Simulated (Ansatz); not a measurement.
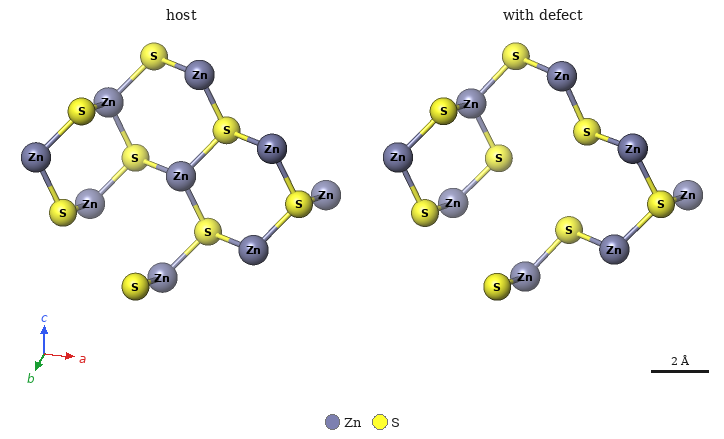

Left: perfect ZnS. Right: the same region with one point defect, after relaxing the atoms in a supercell of 32 sites. A ball-and-stick model of the atoms within 5.4 Å of one point, in a slice 3.4 Å thick across the line of sight, seen from a free direction.

All numbers below come from Ansatz 0.2.0, DFT LDA, scalar-relativistic, plane waves, PAW. Settings: plane-wave cutoff 420 eV; k-point mesh 2 × 2 × 2; occupations gaussian; smearing width 0.01 eV; mesh shifted by (0.5, 0.5, 0.5); collinear spin. The cell is small and the k-mesh coarse, so the numbers are rough. The axes drawn are those of the host's conventional cell.

What kind of defect was made?

Answer. A zinc atom is taken out (a vacancy).

The charge state of the cell is 0.

What does the relaxation do around it?

Answer. Around the empty Zn site the host had 4 S at 2.29 Å; after relaxation the nearest atoms are 4 S at 2.22 to 2.23 Å. Of the host's atoms, a sulfur atom moves furthest from its site, by 0.07 Å.
